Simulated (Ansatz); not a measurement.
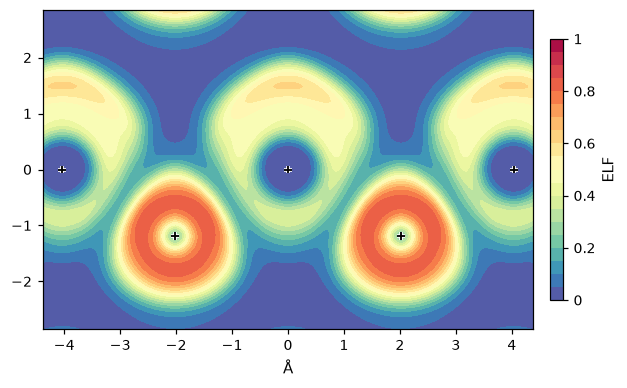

The electron localisation function on a plane through atoms (crosses mark nuclei in the plane).

Method: Ansatz 0.2.0, DFT PBE+D3(BJ), scalar-relativistic, plane waves, PAW.

Candidates:
A. WSe₂ (slab), a = 3.28 Å, b = 3.28 Å, c = 31.16 Å, α = 90.00°, β = 90.00°, γ = 120.00°. 
B. PbO, a = 4.03 Å, b = 4.03 Å, c = 4.99 Å, α = 90.00°, β = 90.00°, γ = 90.00°. Space group P4/nmm.

Q: Which system is this?

A: Candidate B: PbO on the (010) plane of the conventional cell, which holds Pb and O. Pb–O (2.34 Å): the ELF peaks at about 0.85 in the valence shell of O, 0.6 Å from its nucleus, and drops to about 0.20 between the two atoms.
